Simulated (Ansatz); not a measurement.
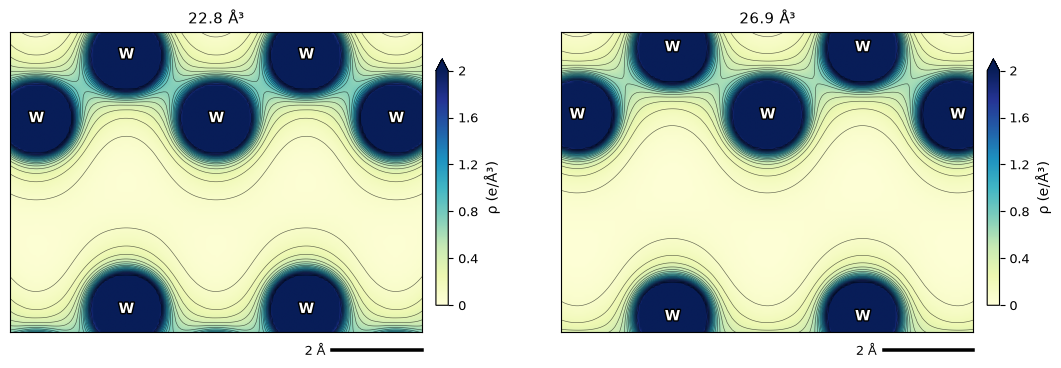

W. The valence electron density of cells scaled evenly to different volumes (given per atom above each panel), on the (11̄0) plane of each (indices in the axes of the cell below), at one length scale and on one colour scale.

A generated structure, not necessarily the stable one.

Method: DFT, BLYP, plane waves (420 eV) with PAW, scalar-relativistic (Ansatz).

The largest cell:

```yaml
crystal:
  lattice:
    - [0.00000, 2.99632, 2.99632]
    - [2.99632, 0.00000, 2.99632]
    - [2.99632, 2.99632, 0.00000]
  atoms:
    - { symbol: W, position: [0.12500, 0.12500, 0.12500] }
    - { symbol: W, position: [0.87500, 0.87500, 0.87500] }
```

| volume (Å³/atom) | W–W contact in the plane (Å) | ρ at its midpoint (e/Å³) | pressure (GPa) | 
| --- | --- | --- | --- |
| 22.76 | 2.454 | 0.730 | 17.8 | 
| 24.83 | 2.527 | ? | ? | 
| 26.90 | 2.595 | 0.606 | −4.0 | 

Estimate the missing row, and compare with the calculation.

Over the known rows ln ρ falls by 1.32 per Å of W–W distance (the line through the two), which gives 0.663 e/Å³ at 2.527 Å; the calculation gives 0.663 e/Å³. For the pressure, a straight line in volume between the neighbouring rows gives 6.9 GPa; the calculation gives 4.8, lower because pressure rises ever faster on compression.
